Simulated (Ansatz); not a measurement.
## Run report: Ta, geometry relaxation

The run: geometry relaxation of Ta (Fmmm, 2 atoms in the cell). Method and program: DFT PBE, scalar-relativistic, plane waves, PAW, no spin polarisation (Ansatz 0.2.0).

The structure derives from a Materials Project entry. It belongs to a series of runs on one base structure; here: 2 of 2 H taken out, relaxed. Figures and captions count atoms from 1; the log counts them from 0 in places.

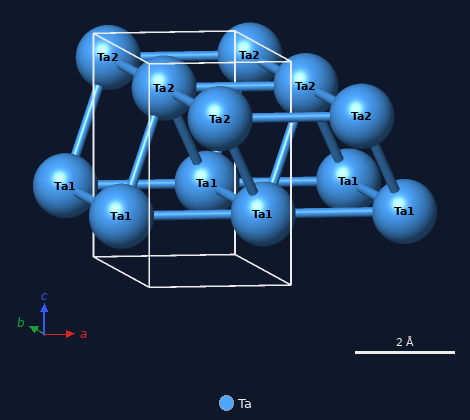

Fig. 1: The input geometry (ball-and-stick view of the cell of the calculation, repeated 2 × 2 × 1, seen slightly off an axis; atoms are numbered from 1 in the order of the input). Near neighbours in the crystal (not all of them lie inside the picture): Ta has 8 Ta at 2.87 to 2.88 Å.

### Summary

| quantity | value |
| --- | --- |
| outcome | converged |
| space group (tolerance 0.01 Å) | Fmmm (69) → I4/mmm (139) |
| electrons treated | 26 |
| free energy | −19864.5139 eV |
| Fermi energy | 18.330 eV |
| gap on the k-point mesh | none (metallic) |
| pressure | 0.00 GPa |
| final volume | 36.56 Å³ |
| largest force (length of the vector) at the end | under 0.001 eV/Å |
| final cell | a = 2.872 Å, b = 2.872 Å, c = 4.698 Å, α = 90.00°, β = 90.00°, γ = 109.30° |
| hardware | 2 threads of Arm Neoverse V1, 24 GiB of memory available, shared host |
| wall time | 30 s (CPU time 59 s) |
| peak memory | 0.44 GiB |

### Remarks

Spin–orbit coupling is left out, which matters for Ta.

### The input
```yaml
crystal:
  lattice:
    - [1.6718366015, -2.3484497245, 0.0]
    - [1.6718366015, 2.3484497245, 0.0]
    - [0.0, 0.0, 4.6711318604]
  atoms:
    - { symbol: Ta, position: [0.0, 0.5, 0.2500423661] }
    - { symbol: Ta, position: [0.5, 0.0, 0.7499576339] }
basis:
  ecutwfc: 420
kpoints:
  mp_grid: { grid: [14, 14, 8] }
hamiltonian:
  xc: pbe
scf:
  occupations: { method: gaussian, width: 0.1 }
output:
  forces: true
  stress: true
  eigenvalues: true
relax:
  adjacent_minimum: "off"
  f_tol: 0.025
  max_steps: 70
  cell: { stress_tol: 0.12 }
```

Launched with:
```bash
ansatz run input.yaml --threads 2 --pin off --max-ram 5120MiB --backend cpu --events-out ev --progress --plain --runs-dir out
```

### The program's output
```
Engine: ansatz 0.2.0, aarch64-unknown-linux-gnu
Pseudopotentials: kind: paw
Pseudopotential: Ta, paw, valence charge 13, recommended cutoff 420 eV (normal), Ta.paw.azcp
Functional definition: PBE
  parameter kappa = 0.804
  parameter beta = 0.06672455060314922
  exchange = pbe_x(kappa = kappa, mu = beta*pi^2/3)
  correlation = pbe_c(beta = beta)
Crystal: 2 atoms, lattice volume = 36.680 Å³
Basis set: ecut = 420 eV, 729 PW (Γ), exchange–correlation on 40×40×64 points (8 copies of the dense FFT grid, shifted against one another)
Bands: 17, of which v1, the nominal top of the filled ones, is band 13 counted from 1 (12 counted from 0)
Symmetry: 8 space group operations
Space group: Cmme (ITA 67), of the structure as read, at distance tolerance 3.3e-5 Å
k-points: 285 of 1568
Non-local potential: Ta, projectors of the file, l = 0: 3, l = 1: 2, l = 2: 2, l = 3: 1
PAW form: soft (Blöchl's): semilocal exchange-correlation on the pseudo side does not see the compensation charge
PAW one-centre angular grid: Ta, 590 points (default); XC on 64 Gauss nodes
Initial density: superposition of atomic densities (neutral atoms: chi_scale 0, normalization atom), corrected by the library's trained network
Initial wavefunctions: pseudopotential atomic-orbital guess
Functional: x = pbe(κ = 0.804, μ = 0.2195149727645171), c = pbe(β = 0.06672455060314922)
SCF iter   1: F=—  HF=-19864.511929 eV  |F-HF|=—  |Δ(HF+E_count)|=         —  Δρ=2.14e-3  dr2=5.35e-4  ethr=1.77e-3  ⟨swp⟩=5.0  Hψ=21282  notcnv=0
preconditioner: auto → none  [metal: Δε(μ)=0.004 eV  Ē_g=4.922 eV  σ=0.100 eV  W_gap=0.02  n_scr=6 (ndim 8)  ℏωp=19.4 eV  f_vac=0.000  D(μ)=2.17/eV (n_scr^D=22)  sad-step TF]
SCF iter   2: F=—  HF=-19864.512344 eV  |F-HF|=—  |Δ(HF+E_count)|=   4.15e-4  Δρ=1.21e-3  dr2=2.14e-4  ethr=2.06e-6  ⟨swp⟩=2.5  Hψ=10776  notcnv=0
SCF iter   3: F=—  HF=-19864.512512 eV  |F-HF|=—  |Δ(HF+E_count)|=   1.68e-4  Δρ=3.82e-4  dr2=3.50e-5  ethr=8.25e-7  ⟨swp⟩=2.9  Hψ=8505  notcnv=0
SCF iter   4: F=—  HF=-19864.512508 eV  |F-HF|=—  |Δ(HF+E_count)|=   4.26e-6  Δρ=1.53e-4  dr2=3.95e-6  ethr=1.35e-7  ⟨swp⟩=2.9  Hψ=8448  notcnv=0
SCF iter   5: F=—  HF=-19864.512507 eV  |F-HF|=—  |Δ(HF+E_count)|=   1.30e-6  Δρ=3.46e-5  dr2=1.89e-7  ethr=1.52e-8  ⟨swp⟩=2.1  Hψ=7871  notcnv=0
SCF iter   6: F=—  HF=-19864.512507 eV  |F-HF|=—  |Δ(HF+E_count)|=   7.68e-8  Δρ=1.48e-5  dr2=2.89e-7  ethr=3.85e-10  ⟨swp⟩=6.1  Hψ=21976  notcnv=0
SCF iter   7: F=-19864.512507 eV  HF=-19864.512507 eV  |F-HF|=1.46e-11  |Δ(HF+E_count)|=   7.12e-8  Δρ=5.24e-7  dr2=3.18e-11  ethr=3.85e-10  ⟨swp⟩=3.0  Hψ=19003  notcnv=0
SCF 1 converged in 7 iterations: F = -19864.512507 eV  dr2 = 3.18e-11
  greatest PAW one-centre occupation: 0.999 electrons in one spin orbital (limit 2), on the Ta atom at site 1 (counted from 0), in its partial waves of l = 0
relax step   1: F+E_penalty+E_count = -19864.51250663 eV  Δ(F+E_penalty+E_count) = +0.000e0 eV  max|allowed force component| = 2.371e-3 eV/Å  Δτ_max = 0.0000 Å  P = -0.641 GPa  Ω = 36.680 Å³  (7 SCF iters, dr2 threshold 1.00e-7 eV, accepted)
Crystal: 2 atoms, lattice volume = 36.166 Å³
Initial density: handed on by an earlier stage of this run
Initial wavefunctions: those handed on with the density
iter 1 solved again at ethr=4.95e-6 eV; its pass at ethr=3.10e-3 eV (dr2=1.29e-3 eV) is discarded
SCF iter   1: F=—  HF=-19864.511134 eV  |F-HF|=—  |Δ(HF+E_count)|=         —  Δρ=2.25e-3  dr2=1.29e-3  ethr=4.95e-6  ⟨swp⟩=2.6  Hψ=32911  notcnv=0
preconditioner: auto → none  [metal: Δε(μ)=0.004 eV  Ē_g=4.982 eV  σ=0.100 eV  W_gap=0.02  n_scr=6 (ndim 8)  ℏωp=19.5 eV  f_vac=0.000  D(μ)=2.12/eV (n_scr^D=22)]
SCF iter   2: F=—  HF=-19864.510795 eV  |F-HF|=—  |Δ(HF+E_count)|=   3.39e-4  Δρ=8.52e-4  dr2=1.26e-4  ethr=4.95e-6  ⟨swp⟩=2.0  Hψ=5749  notcnv=0
SCF iter   3: F=—  HF=-19864.510802 eV  |F-HF|=—  |Δ(HF+E_count)|=   7.26e-6  Δρ=2.27e-4  dr2=2.62e-5  ethr=4.83e-7  ⟨swp⟩=2.0  Hψ=6264  notcnv=0
SCF iter   4: F=—  HF=-19864.510800 eV  |F-HF|=—  |Δ(HF+E_count)|=   2.32e-6  Δρ=1.18e-4  dr2=8.42e-6  ethr=1.01e-7  ⟨swp⟩=2.0  Hψ=7113  notcnv=0
SCF iter   5: F=—  HF=-19864.510798 eV  |F-HF|=—  |Δ(HF+E_count)|=   1.14e-6  Δρ=5.06e-5  dr2=1.54e-6  ethr=3.24e-8  ⟨swp⟩=1.7  Hψ=5706  notcnv=0
SCF iter   6: F=-19864.510798 eV  HF=-19864.510798 eV  |F-HF|=5.18e-8  |Δ(HF+E_count)|=   2.43e-7  Δρ=1.10e-5  dr2=7.30e-8  ethr=7.69e-10  ⟨swp⟩=3.1  Hψ=18836  notcnv=0
the search or the solves at the SCF's close seem to have found levels that the self-consistency loop had missed (the run counts 4). By its estimate they hold under 1e-12 electrons; where the run keeps them, the occupations were computed again with them
SCF 2 converged in 6 iterations: F = -19864.510798 eV  dr2 = 7.30e-8
relax step   2: F+E_penalty+E_count = -19864.51079812 eV  Δ(F+E_penalty+E_count) = +1.709e-3 eV  max|allowed force component| = 4.178e-3 eV/Å  Δτ_max = 0.0004 Å  P = +2.266 GPa  Ω = 36.166 Å³  energy of the carried Pulay correction = +1.763e-4 eV  (6 SCF iters, dr2 threshold 2.00e-7 eV, rejected (line search))
Crystal: 2 atoms, lattice volume = 36.556 Å³
iter 1 solved again at ethr=1.04e-6 eV; its pass at ethr=3.10e-3 eV (dr2=2.72e-4 eV) is discarded
SCF iter   1: F=—  HF=-19864.513995 eV  |F-HF|=—  |Δ(HF+E_count)|=         —  Δρ=1.03e-3  dr2=2.84e-4  ethr=1.04e-6  ⟨swp⟩=2.2  Hψ=30542  notcnv=0
preconditioner: auto → none  [metal: Δε(μ)=0.012 eV  Ē_g=4.934 eV  σ=0.100 eV  W_gap=0.07  n_scr=6 (ndim 8)  ℏωp=19.4 eV  f_vac=0.000  D(μ)=2.17/eV (n_scr^D=22)]
SCF iter   2: F=—  HF=-19864.513926 eV  |F-HF|=—  |Δ(HF+E_count)|=   6.87e-5  Δρ=3.80e-4  dr2=2.68e-5  ethr=1.04e-6  ⟨swp⟩=2.4  Hψ=6166  notcnv=0
SCF iter   3: F=—  HF=-19864.513940 eV  |F-HF|=—  |Δ(HF+E_count)|=   1.38e-5  Δρ=1.18e-4  dr2=1.04e-5  ethr=1.03e-7  ⟨swp⟩=2.2  Hψ=6783  notcnv=0
SCF iter   4: F=—  HF=-19864.513935 eV  |F-HF|=—  |Δ(HF+E_count)|=   5.22e-6  Δρ=6.19e-5  dr2=1.05e-6  ethr=4.00e-8  ⟨swp⟩=2.0  Hψ=6911  notcnv=0
SCF iter   5: F=—  HF=-19864.513935 eV  |F-HF|=—  |Δ(HF+E_count)|=   3.62e-7  Δρ=1.19e-5  dr2=3.99e-8  ethr=4.03e-9  ⟨swp⟩=2.2  Hψ=6474  notcnv=0
SCF iter   6: F=—  HF=-19864.513935 eV  |F-HF|=—  |Δ(HF+E_count)|=   2.87e-9  Δρ=1.27e-6  dr2=3.90e-10  ethr=1.53e-10  ⟨swp⟩=2.1  Hψ=6278  notcnv=0
SCF iter   7: F=-19864.513935 eV  HF=-19864.513935 eV  |F-HF|=0.00e0  |Δ(HF+E_count)|=  1.35e-10  Δρ=1.65e-7  dr2=3.70e-12  ethr=1.00e-12  ⟨swp⟩=4.7  Hψ=17042  notcnv=0
SCF 3 converged in 7 iterations: F = -19864.513935 eV  dr2 = 3.70e-12
relax step   3: F+E_penalty+E_count = -19864.51393531 eV  Δ(F+E_penalty+E_count) = -1.429e-3 eV  max|allowed force component| = 3.546e-4 eV/Å  Δτ_max = 0.0002 Å  P = +0.042 GPa  Ω = 36.556 Å³  energy of the carried Pulay correction = +4.193e-5 eV  (7 SCF iters, accepted)
Crystal: 2 atoms, lattice volume = 36.564 Å³
iter 1 solved again at ethr=2.90e-8 eV; its pass at ethr=3.10e-3 eV (dr2=7.54e-6 eV) is discarded
SCF iter   1: F=—  HF=-19864.513959 eV  |F-HF|=—  |Δ(HF+E_count)|=         —  Δρ=2.24e-4  dr2=1.51e-5  ethr=2.90e-8  ⟨swp⟩=2.4  Hψ=28931  notcnv=0
preconditioner: auto → none  [metal: Δε(μ)=0.008 eV  Ē_g=4.930 eV  σ=0.100 eV  W_gap=0.04  n_scr=6 (ndim 8)  ℏωp=19.4 eV  f_vac=0.000  D(μ)=2.16/eV (n_scr^D=22)]
SCF iter   2: F=—  HF=-19864.513962 eV  |F-HF|=—  |Δ(HF+E_count)|=   2.89e-6  Δρ=7.13e-5  dr2=9.93e-7  ethr=2.90e-8  ⟨swp⟩=2.8  Hψ=8268  notcnv=0
SCF iter   3: F=—  HF=-19864.513962 eV  |F-HF|=—  |Δ(HF+E_count)|=   1.48e-7  Δρ=1.82e-5  dr2=9.32e-8  ethr=3.82e-9  ⟨swp⟩=2.2  Hψ=6117  notcnv=0
iter 4 did not close the SCF: its close was put off for the readings that it lacked (scf_convergence_deferred on its scf_iter line)
SCF iter   4: F=-19864.513962 eV  HF=-19864.513962 eV  |F-HF|=5.48e-8  |Δ(HF+E_count)|=   7.89e-9  Δρ=9.13e-6  dr2=6.85e-8  ethr=3.59e-10  ⟨swp⟩=2.1  Hψ=7394  notcnv=0
iter 5 did not close the SCF: its close was put off for the readings that it lacked (scf_convergence_deferred on its scf_iter line)
SCF iter   5: F=-19864.513962 eV  HF=-19864.513962 eV  |F-HF|=5.17e-9  |Δ(HF+E_count)|=   1.28e-8  Δρ=2.83e-6  dr2=6.52e-9  ethr=2.64e-10  ⟨swp⟩=2.1  Hψ=6116  notcnv=0
SCF iter   6: F=-19864.513962 eV  HF=-19864.513962 eV  |F-HF|=1.06e-10  |Δ(HF+E_count)|=   1.24e-9  Δρ=4.21e-7  dr2=1.33e-10  ethr=2.51e-11  ⟨swp⟩=2.0  Hψ=14550  notcnv=0
SCF 4 converged in 6 iterations: F = -19864.513962 eV  dr2 = 1.33e-10
relax step   4: F+E_penalty+E_count = -19864.51396172 eV  Δ(F+E_penalty+E_count) = -2.641e-5 eV  max|allowed force component| = 5.485e-5 eV/Å  Δτ_max = 0.0000 Å  P = -0.000 GPa  Ω = 36.564 Å³  energy of the carried Pulay correction = +3.917e-5 eV  (6 SCF iters, dr2 threshold 7.73e-8 eV, accepted)
Initial wavefunctions: pseudopotential atomic-orbital guess (no wavefunctions were taken with the density)
iter 1 solved again at ethr=9.73e-8 eV; its pass at ethr=3.10e-3 eV (dr2=2.53e-5 eV) is discarded
SCF iter   1: F=—  HF=-19864.513917 eV  |F-HF|=—  |Δ(HF+E_count)|=         —  Δρ=1.53e-5  dr2=8.07e-9  ethr=9.73e-8  ⟨swp⟩=3.0  Hψ=33346  notcnv=0
eigensolver tolerance schedule: the retry pair's looser diagonalisation over-reported the residual by 3133.14 of it (diagonalisation noise at 0.11 of the residual, at the tolerance the schedule requests for it); recorded, not acted on — ethr = c·dr2/N_el stays at c = 1.0e-1
preconditioner: auto → none  [metal: Δε(μ)=0.009 eV  Ē_g=4.930 eV  σ=0.100 eV  W_gap=0.05  n_scr=6 (ndim 8)  ℏωp=19.4 eV  f_vac=0.000  D(μ)=2.16/eV (n_scr^D=22)]
SCF iter   2: F=—  HF=-19864.513925 eV  |F-HF|=—  |Δ(HF+E_count)|=   7.20e-6  Δρ=7.63e-6  dr2=1.96e-9  ethr=3.11e-11  ⟨swp⟩=2.7  Hψ=9079  notcnv=0
SCF iter   3: F=—  HF=-19864.513925 eV  |F-HF|=—  |Δ(HF+E_count)|=   4.75e-9  Δρ=1.03e-6  dr2=1.25e-9  ethr=7.54e-12  ⟨swp⟩=2.3  Hψ=7965  notcnv=0
iter 4 did not close the SCF: its close was put off for the readings that it lacked (scf_convergence_deferred on its scf_iter line)
SCF iter   4: F=-19864.513925 eV  HF=-19864.513925 eV  |F-HF|=7.28e-12  |Δ(HF+E_count)|=  2.76e-10  Δρ=3.23e-7  dr2=2.09e-11  ethr=4.82e-12  ⟨swp⟩=2.1  Hψ=6516  notcnv=0
iter 5 did not close the SCF: its close was put off for the readings that it lacked (scf_convergence_deferred on its scf_iter line)
SCF iter   5: F=-19864.513925 eV  HF=-19864.513925 eV  |F-HF|=0.00e0  |Δ(HF+E_count)|=  1.46e-11  Δρ=1.20e-7  dr2=1.33e-12  ethr=1.00e-12  ⟨swp⟩=1.0  Hψ=4845  notcnv=0
iter 6 did not close the SCF: its close was put off for the readings that it lacked (scf_convergence_deferred on its scf_iter line)
SCF iter   6: F=-19864.513925 eV  HF=-19864.513925 eV  |F-HF|=1.09e-11  |Δ(HF+E_count)|=  1.09e-11  Δρ=1.50e-8  dr2=4.80e-14  ethr=1.00e-12  ⟨swp⟩=1.0  Hψ=4845  notcnv=0
iter 7 did not close the SCF: its close was put off for the readings that it lacked (scf_convergence_deferred on its scf_iter line)
SCF iter   7: F=-19864.513925 eV  HF=-19864.513925 eV  |F-HF|=0.00e0  |Δ(HF+E_count)|=  1.09e-11  Δρ=2.14e-9  dr2=1.51e-15  ethr=1.00e-12  ⟨swp⟩=1.0  Hψ=4845  notcnv=0
SCF iter   8: F=-19864.513925 eV  HF=-19864.513925 eV  |F-HF|=1.09e-11  |Δ(HF+E_count)|=  3.64e-12  Δρ=5.00e-10  dr2=7.28e-17  ethr=1.00e-12  ⟨swp⟩=1.0  Hψ=10834  notcnv=0
SCF 5 converged in 8 iterations: F = -19864.513925 eV  dr2 = 7.28e-17
relax step   5: F+E_penalty+E_count = -19864.51392465 eV  Δ(F+E_penalty+E_count) = +3.708e-5 eV  max|allowed force component| = 3.398e-5 eV/Å  Δτ_max = 0.0000 Å  P = -0.002 GPa  Ω = 36.564 Å³  stress off target by 2.16e-2 GPa  SCF on the basis re-selected at this cell (its energy is not comparable with the rows above)  (8 SCF iters)
```

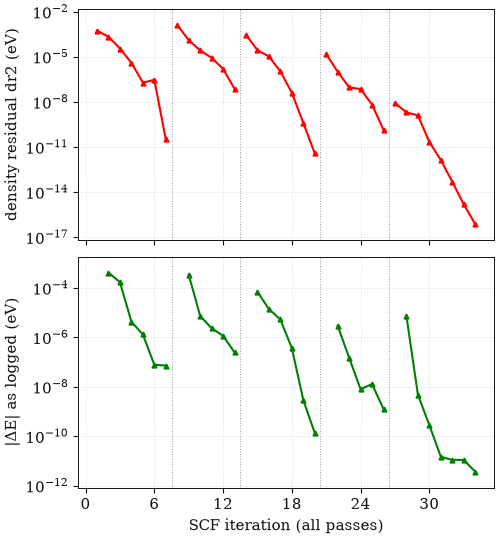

Fig. 2: Convergence of the self-consistent field: density residual dr2 and size of the energy change against the SCF iteration. The dotted lines part the SCF passes of the relaxation: geometry steps, rejected trials and re-solves on a re-selected basis. The 5 passes take 6 to 8 iterations each, 34 in all.

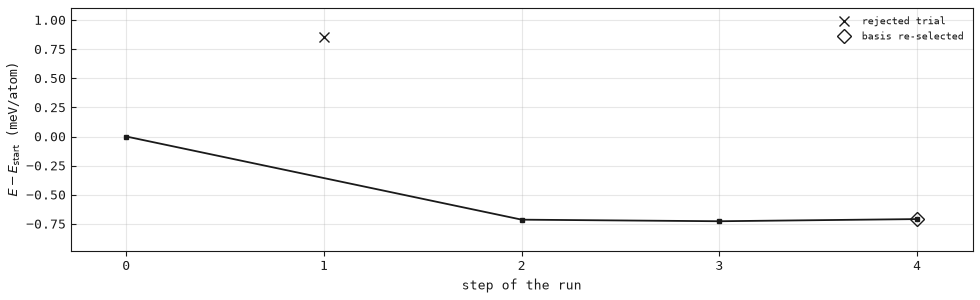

Fig. 3: Progress of the relaxation, step by step (the first geometry is step 0 here and step 1 in the log).

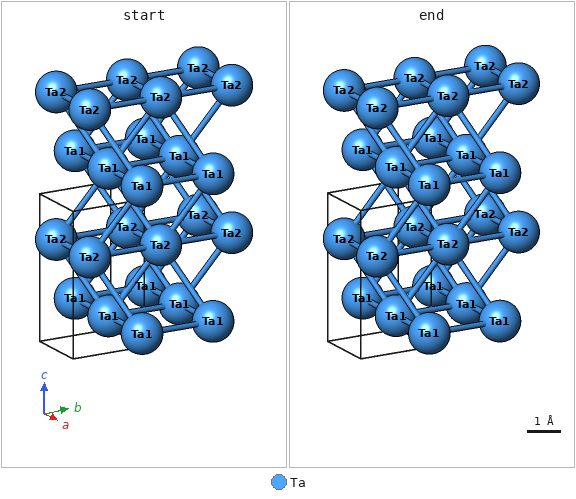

Fig. 4: Before (left) and after (right) the relaxation, at one scale (ball-and-stick view of the cell of the calculation, repeated 2 × 2 × 2, seen slightly off an axis). The atoms keep their places relative to the cell (all moves are under 0.005 Å). The volume changes by −0.3 %, with a = b 2.883 → 2.872 Å (−0.4 %), c 4.671 → 4.698 Å (+0.6 %), γ 109.1° → 109.3°. Among the contacts that change: Ta1–Ta1 2.883 → 2.872 Å, Ta1–Ta2 2.873 → 2.877 Å. The space group (tolerance 0.01 Å) goes from Fmmm (No. 69) to I4/mmm (No. 139). Over 3 geometry steps the energy falls by 0.7 meV per atom. The largest force component goes from 0.0024 to under 0.0001 eV/Å. The pressure goes from −0.64 to 0.00 GPa. The line search rejected the trial step at point 1 (counted from 0) and went back. A last SCF at the same geometry on a re-selected plane-wave basis shifts the energy by +0.0 meV per atom. (Atoms are counted from 1 in the order of the input.)

```
basis re-selected at this cell: Δ(F+E_penalty+E_count) = +3.708e-5 eV, ΔP = -0.001 GPa vs the last step (what re-selecting the basis moved, of the pressure what is left beyond the Pulay correction that the steps carried, after the strain that the cell walked since its last selection, with what the two solves' SCF thresholds leave and, on support functions, any second-order correction that the steps lacked; it is no measure of the basis error at this ecutwfc). This SCF's stress stands 2.16e-2 GPa from its target on what of the cell is left free (relax.cell.stress_tol is 1.20e-1 GPa) and its largest allowed force component is 3.40e-5 eV/Å (relax.f_tol is 2.50e-2 eV/Å): within both
SCF converged after 8 iterations
Free energy (F): -19864.513925 eV
Harris-Foulkes:  -19864.513925 eV  (|F-HF|=1.09e-11)
Internal energy: -19864.503107 eV  (E = F + TS)
E sigma→0 (E₀):  -19864.508516 eV
Entropy (-TS):   -0.010818 eV (-5.409 meV/atom)
Fermi energy:    18.329969 eV
--- Per-component energies (eV) ---
  E_band       = -215.122621
  E_kinetic    = 731.217828
  E_local      = -1111.928922  (includes V_loc(G=0)·N_el)
  E_nonlocal   = 29.456109
  E_hartree    = 384.899857
  E_xc         = -436.690556
  E_vxc        = -407.792611  (∫ρ·V_xc dr)
  E_paw        = -16793.192974  (= ΣΔE_a)
  E_vpaw       = -225.875007  (= ΣTr[D̂ρ^β])
  E_aug_tail   = 0.000266  (compensation charges beyond the density's cutoff)
  E_ewald      = -2668.264716
  E_smearing   = -0.010818  (= −TS)
  E_closure    = 0.000000  (closes the sum)
  Σ components = -19864.513925   (vs F -19864.513925, Δ=0.00e0)
--- Forces (eV/Å), atoms counted from 1 ---
  atom   1  Ta     0.00000000     0.00000000     0.00003398
  atom   2  Ta     0.00000000     0.00000000    -0.00003398
  max |Σ_I F_I| component: 0.00e0 eV/Å
--- Stress (GPa, compression-positive) ---
       -0.021557       0.000000       0.000000
        0.000000       0.015471       0.000000
        0.000000       0.000000       0.001075
  P = ⅓ Tr σ = -0.0017 GPa (-0.017 kbar)
--- Band table (eV; the first three rows and the last of 285) ---
  k-point 0: bands = ["-48.7869", "-48.6793", "-15.8732", "-15.1140", "-14.7602", "-14.7582", "-14.7549", "-14.7518", "10.4848", "14.0163", "16.8064", "19.0295", "19.0740", "19.0795", "19.8323", "22.1939", "22.2693"]
  k-point 1: bands = ["-48.7828", "-48.6834", "-15.8337", "-15.1009", "-14.8040", "-14.7691", "-14.7599", "-14.7521", "10.6552", "14.0022", "16.8734", "18.9186", "19.0383", "19.2468", "19.4249", "22.1215", "22.2537"]
  k-point 2: bands = ["-48.7712", "-48.6952", "-15.7203", "-15.0631", "-14.9329", "-14.8092", "-14.7589", "-14.7530", "11.1445", "13.8822", "17.0696", "18.6197", "18.6733", "18.8861", "19.7422", "21.7898", "22.2134"]
  k-point 284: bands = ["-48.6373", "-48.6373", "-15.7140", "-15.7140", "-15.3361", "-15.3361", "-15.1597", "-15.1597", "15.4360", "15.4360", "16.4712", "16.4712", "19.4230", "19.4230", "20.0387", "20.0387", "25.5246"]
--- Relaxed structure (4 steps of the walk, 3 accepted, 1 SCFs on fresh bases) ---
  F+E_penalty+E_count = -19864.51392465 eV   max|allowed force component| = 3.398e-5 eV/Å   (the final SCF, on the basis selected at the relaxed cell)
  cell:  # Å, volume = 36.5643 Å³
    - [1.6613195487304253, -2.3422453664323837, 0.0]
    - [1.6613195487304253, 2.3422453664323837, 0.0]
    - [0.0, 0.0, 4.698310905476876]
  atoms:
    - { symbol: Ta, position: [0.0, 0.5, 0.24999948569518995] }
    - { symbol: Ta, position: [0.5, 0.0, 0.7500005143048101] }
```

### Trajectory as extended XYZ (Å, eV, eV/Å), 5 frames, from step=1 to step=5
```
2
Lattice="1.6718 -2.3485 0.0000 1.6718 2.3485 0.0000 0.0000 0.0000 4.6711" Properties=species:S:1:pos:R:3:forces:R:3 step=1 energy=-19864.51251 pressure_GPa=-0.64
Ta    0.8359    1.1742    1.1680    0.0000   0.0000  -0.0024
Ta    0.8359   -1.1742    3.5032    0.0000   0.0000   0.0024
2
Lattice="1.6485 -2.3334 0.0000 1.6485 2.3334 0.0000 0.0000 0.0000 4.7009" Properties=species:S:1:pos:R:3:forces:R:3 step=2 energy=-19864.51080 pressure_GPa=2.27 accepted=F
Ta    0.8242    1.1667    1.1750    0.0000   0.0000   0.0042
Ta    0.8242   -1.1667    3.5259    0.0000   0.0000  -0.0042
2
Lattice="1.6608 -2.3445 0.0000 1.6608 2.3445 0.0000 0.0000 0.0000 4.6944" Properties=species:S:1:pos:R:3:forces:R:3 step=3 energy=-19864.51393 pressure_GPa=0.04
Ta    0.8304    1.1722    1.1736    0.0000   0.0000  -0.0004
Ta    0.8304   -1.1722    3.5208    0.0000   0.0000   0.0004
2
Lattice="1.6613 -2.3422 0.0000 1.6613 2.3422 0.0000 0.0000 0.0000 4.6983" Properties=species:S:1:pos:R:3:forces:R:3 step=4 energy=-19864.51396 pressure_GPa=-0.00
Ta    0.8307    1.1711    1.1746    0.0000   0.0000   0.0001
Ta    0.8307   -1.1711    3.5237    0.0000   0.0000  -0.0001
2
Lattice="1.6613 -2.3422 0.0000 1.6613 2.3422 0.0000 0.0000 0.0000 4.6983" Properties=species:S:1:pos:R:3:forces:R:3 step=5 energy=-19864.51392 pressure_GPa=-0.00
Ta    0.8307    1.1711    1.1746    0.0000   0.0000   0.0000
Ta    0.8307   -1.1711    3.5237    0.0000   0.0000   0.0000
```
